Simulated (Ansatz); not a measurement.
The structure in question:

```xyz
8
Lattice="3.9819 0.0000 0.0000 0.0000 4.3071 0.0000 0.0000 0.0000 5.1559" Properties=species:S:1:pos:R:3 pbc="T T T"
Cu    0.9955    1.0768    2.5780
Cu    0.9955    3.2303    0.0000
O     1.9910    0.0000    3.8669
O     1.9910    0.0000    1.2890
Cu    2.9865    3.2303    2.5780
Cu    2.9865    1.0768    0.0000
O     0.0000    2.1536    3.8669
O     0.0000    2.1536    1.2890
```

**Interpret the file: composition, symmetry and coordination.**

Its composition is CuO. The lattice is base-centred orthorhombic and the space group Cccm (No. 66). With Z = 4, the cell contains 4 Cu, 4 O. Each Cu is bonded to four O in a distorted square planar arrangement at 1.95 Å. The coordination shell of O holds four Cu in a distorted tetrahedral arrangement at 1.95 Å. The bonds build a three-dimensional framework.

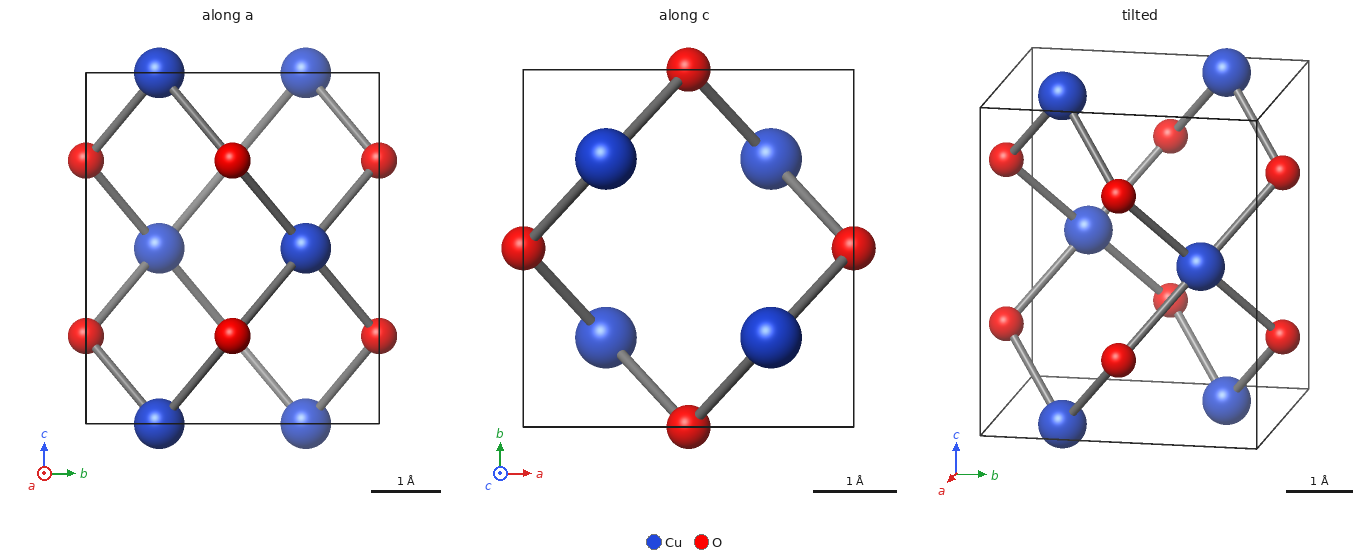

The image is a ball-and-stick drawing of a crystal, viewed along the a axis, along the c axis and slightly off an axis. One conventional unit cell is framed, with atoms on its boundary repeated.

The initial geometry was a structure listed in the Materials Project. Earlier steps of the study, as a rule a relaxation of our own, may have changed the cell and positions, so they can lie some per cent off the listed ones. It was run through Ansatz as a DFT input.
